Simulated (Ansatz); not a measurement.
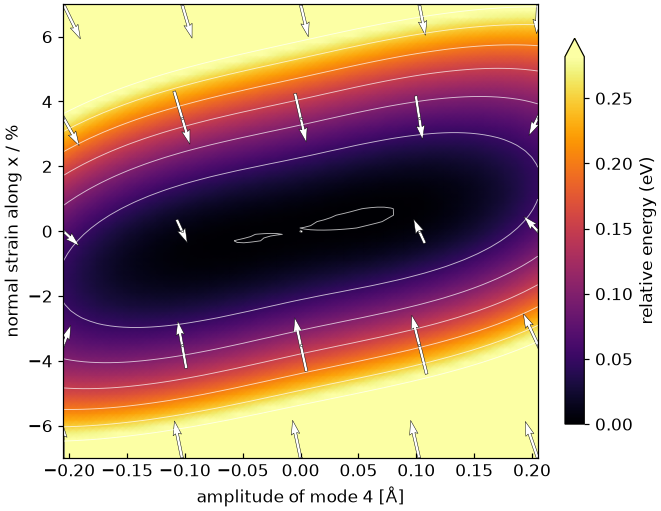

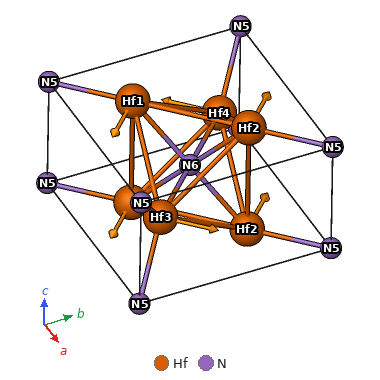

Energy landscape of Hf₂N (P4_2/mnm, No. 136; 6 atoms in the cell). The energy is mapped over a normal mode and a strain (zone-centre modes of the 6-atom cell of this scan) (x along [1 0 0], y along [0 1 0], z along [0 0 1] of the conventional cell). The first coordinate is: amplitude of mode 4 (18 cm⁻¹), largest displacement in the unstrained cell; the second: normal strain along x. Nothing is relaxed (the pattern is fixed in fractional coordinates). The scan uses a 5 × 5 grid; 23 points were computed and 2 follow by symmetry. Points are written as (first, second). Energies: eV per cell, counted from the lowest grid point. Level of theory: DFT LDA, scalar-relativistic, plane waves, PAW (Ansatz). Settings: cutoff 520 eV, k-mesh 8×8×12 in the order of the run's cell vectors, gaussian smearing 0.15 eV, no spin polarisation.

Drawn: a smooth colour map with a few white contour lines, dots at the grid points, arrows along the force (downhill), their lengths compressed, one colour for all values above the top of the scale. Between grid points the surface is interpolated. The second picture is the structure at the lowest point

Question: Where are the wells?

Answer: The lowest grid point is at (0.000 Å, 0.0 %). No other kind of well shows on this grid. The highest grid point, (0.205 Å, −7.0 %), lies 0.85 eV above the lowest.

Grid values (eV):

```
second ↓, first →  −0.205  −0.102  0.000  0.102  0.205
              7.0    0.69    0.52   0.42   0.34   0.31
              3.5    0.29    0.17   0.11   0.07   0.08
              0.0    0.07    0.01   0.00   0.01   0.07
             −3.5    0.08    0.08   0.13   0.19   0.31
             −7.0    0.37    0.44   0.55   0.67   0.85
```

The input of one point:

```yaml
crystal:
  lattice:
    - [5.2521585898, 0.0, 0.0]
    - [0.0, 5.2521585898, 0.0]
    - [0.0, 0.0, 3.2005839592]
  atoms:
    - { symbol: Hf, position: [0.2954034337, 0.2954034337, 0.0] }
    - { symbol: Hf, position: [0.7045965663, 0.7045965663, 0.0] }
    - { symbol: Hf, position: [0.7954034337, 0.2045965663, 0.5] }
    - { symbol: Hf, position: [0.2045965663, 0.7954034337, 0.5] }
    - { symbol: "N", position: [0.0, 0.0, 0.0] }
    - { symbol: "N", position: [0.5, 0.5, 0.5] }
basis:
  ecutwfc: 520.0
kpoints:
  mp_grid: { grid: [8, 8, 12] }
hamiltonian:
  xc: lda
  pseudopotentials: { kind: paw, azcp: { folder: soft_1 } }
scf:
  occupations: { method: gaussian, width: 0.15 }
output:
  forces: true
  stress: true
  eigenvalues: true
```

The whole map (23 points run) took 19 min on 4 threads of Arm Neoverse N1, on a shared host.
